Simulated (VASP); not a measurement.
System: Pb.

```cif
data_structure
_symmetry_space_group_name_H-M 'P 1'
_symmetry_Int_Tables_number 1
_cell_length_a 4.9171
_cell_length_b 4.9370
_cell_length_c 3.4649
_cell_angle_alpha 89.851
_cell_angle_beta 134.244
_cell_angle_gamma 90.263
_cell_volume 60.26
loop_
_atom_site_label
_atom_site_type_symbol
_atom_site_fract_x
_atom_site_fract_y
_atom_site_fract_z
_atom_site_occupancy
Pb1 Pb 0.50000 0.50000 0.00000 1
Pb2 Pb 0.00000 0.00000 0.00000 1
```

Space group P-1; computed pressure about 3 GPa in this cell.

These are results of Kohn-Sham DFT of a periodic cell, PBE, VASP PAW PBE potentials, recommended in VASP, not measurements.

> Predict the valence pseudo-density and electron localisation function between the atoms.

Pb–Pb (3.46 Å): ρ at the midpoint is about 0.13 e/Å³; the ELF is about 0.20 at the midpoint (no shared electron pair shows on this line).

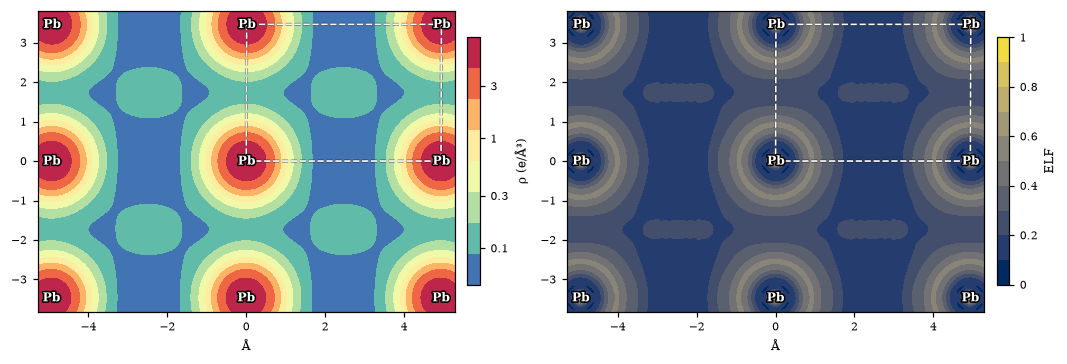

Computed valence pseudo-density and electron localisation function on the (100) plane of the standardised cell, in this order. 

Core electrons are frozen (PAW), and the valence fields are smoothed inside the atomic spheres.
